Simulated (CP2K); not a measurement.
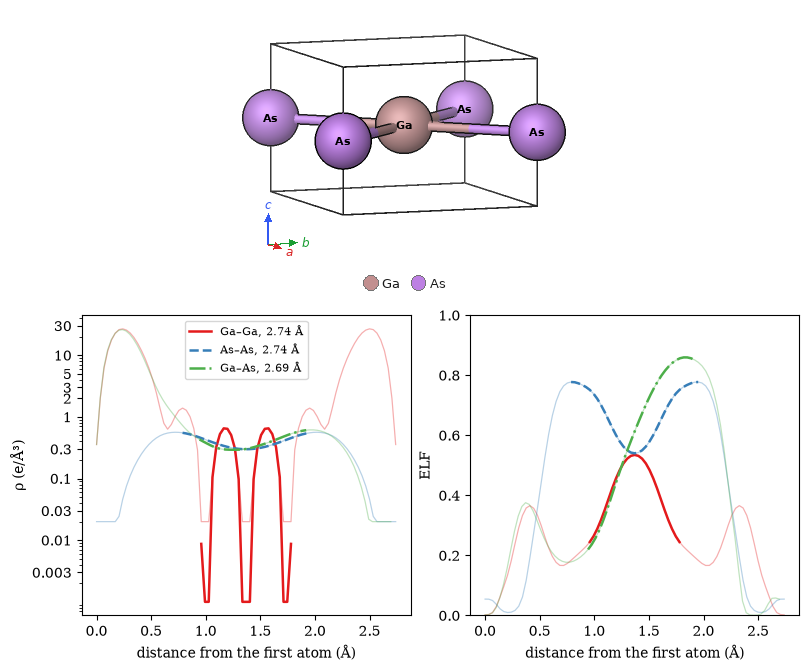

The picture shows: GaAs. Valence pseudo-density and electron localisation function along straight lines between neighbouring atoms. Thin, pale parts lie inside the atomic spheres. The structure is drawn too.

Space group P4/mmm; a generated structure, not necessarily the stable one.

Theory: CP2K 2026.2, Kohn-Sham DFT of a periodic cell, PBE, GTH-PBE with UZH-TZVP basis.

Core electrons are replaced by pseudopotentials, and the valence fields are smoothed inside the atomic spheres.

Input

```
&GLOBAL
  PROJECT gaas_scf
  RUN_TYPE ENERGY_FORCE
  PRINT_LEVEL LOW
&END GLOBAL
&FORCE_EVAL
  METHOD QS
  STRESS_TENSOR ANALYTICAL
  &DFT
    BASIS_SET_FILE_NAME BASIS_MOLOPT_UZH
    POTENTIAL_FILE_NAME POTENTIAL_UZH
    &MGRID
      CUTOFF 450
      REL_CUTOFF 60
      NGRIDS 4
    &END MGRID
    &QS
      METHOD GPW
      EPS_DEFAULT 1.0E-10
    &END QS
    &KPOINTS
      SCHEME MONKHORST-PACK 7 7 10
      GAMMA_CENTERED T
      SYMMETRY T
      SYMMETRY_BACKEND SPGLIB
    &END KPOINTS
    &SCF
      SCF_GUESS ATOMIC
      EPS_SCF 1.0E-6
      MAX_SCF 100
      ADDED_MOS 10
      CHOLESKY OFF
      EPS_EIGVAL 1.0E-7
      &DIAGONALIZATION ON
        ALGORITHM STANDARD
      &END DIAGONALIZATION
      &MIXING ON
        METHOD BROYDEN_MIXING
        ALPHA 0.4
        BETA 1.5
        NBUFFER 8
      &END MIXING
      &SMEAR ON
        METHOD FERMI_DIRAC
        ELECTRONIC_TEMPERATURE [K] 580.226
      &END SMEAR
    &END SCF
    &XC
      &XC_FUNCTIONAL
        &GGA_X_PBE
        &END GGA_X_PBE
        &GGA_C_PBE
        &END GGA_C_PBE
      &END XC_FUNCTIONAL
    &END XC
    &PRINT
      &KPOINTS ON
      &END KPOINTS
      &MULLIKEN ON
      &END MULLIKEN
      &MO ON
        ENERGIES T
        OCCUPATION_NUMBERS T
        &EACH
          QS_SCF 0
        &END EACH
        ADD_LAST NUMERIC
      &END MO
      &LOWDIN ON
      &END LOWDIN
      &HIRSHFELD ON
        SHAPE_FUNCTION DENSITY
      &END HIRSHFELD
      &E_DENSITY_CUBE ON
        STRIDE 1
      &END E_DENSITY_CUBE
      &V_HARTREE_CUBE ON
        STRIDE 1
      &END V_HARTREE_CUBE
      &ELF_CUBE ON
        STRIDE 1
      &END ELF_CUBE
    &END PRINT
  &END DFT
  &SUBSYS
    &CELL
      A 3.8101400000 0.0000000000 0.0000000000
      B 0.0000000000 3.8101400000 0.0000000000
      C 0.0000000000 0.0000000000 2.7389100000
      PERIODIC XYZ
    &END CELL
    &COORD
      SCALED
      Ga  0.5000000000 0.5000000000 0.5000000000
      As  0.0000000000 0.0000000000 0.5000000000
    &END COORD
    &KIND Ga
      BASIS_SET TZVP-MOLOPT-PBE-GTH-q13
      POTENTIAL GTH-PBE-q13
    &END KIND
    &KIND As
      BASIS_SET TZVP-MOLOPT-PBE-GTH-q5
      POTENTIAL GTH-PBE-q5
    &END KIND
    &PRINT
      &ATOMIC_COORDINATES ON
      &END ATOMIC_COORDINATES
      &CELL ON
      &END CELL
    &END PRINT
  &END SUBSYS
  &PRINT
    &FORCES ON
    &END FORCES
    &STRESS_TENSOR ON
    &END STRESS_TENSOR
  &END PRINT
&END FORCE_EVAL
```

Launched as:

```sh
OMP_NUM_THREADS=1 cp2k.psmp -i gaas_scf.inp -o gaas_scf.out
```

Below, planes, directions and counts refer to the conventional cell (a = 3.81 Å, b = 3.81 Å, c = 2.74 Å, α = 90.00°, β = 90.00°, γ = 90.00°).

### What can be read from the curves?

Ga–Ga (2.74 Å): ρ at the midpoint is about −0.14 e/Å³; the ELF reaches about 0.55 near the midpoint.
As–As (2.74 Å): ρ is about 0.3 e/Å³ halfway; the ELF is about 0.55 at the midpoint.
Ga–As (2.69 Å): ρ is about 0.3 e/Å³ halfway; the ELF is about 0.60 at the midpoint.
